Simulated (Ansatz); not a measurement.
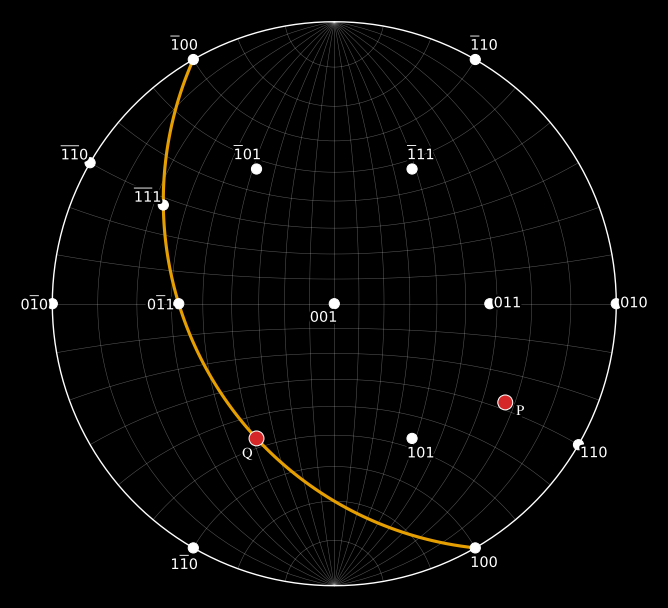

For TaSi2, the geometry relaxed with Ansatz, DFT PBE, scalar-relativistic, plane waves, PAW: stereographic projection of plane normals (upper hemisphere) centred on (0 0 1). The drawing is computed from the coordinates (standard cell, symmetry found to 0.002 Å).

a = 4.805 Å, b = 4.805 Å, c = 6.599 Å, α = 90.00°, β = 90.00°, γ = 120.00°.

### Index the poles marked P, Q.

P is (1 1 1), in four indices (1 1 −2 1), 70.0° from the centre; Q is (1 −1 1), in four indices (1 −1 0 1), 57.8° from the centre.

### Which zone does the coloured great circle trace?

The zone [0 1 1]: its poles satisfy k + l = 0.

### What is the angle between the normals of (−1 1 0) and (−1 −1 1), and what are their d_hkl = 1/|g|?

90.0°; d = 4.161 Å and 2.258 Å.
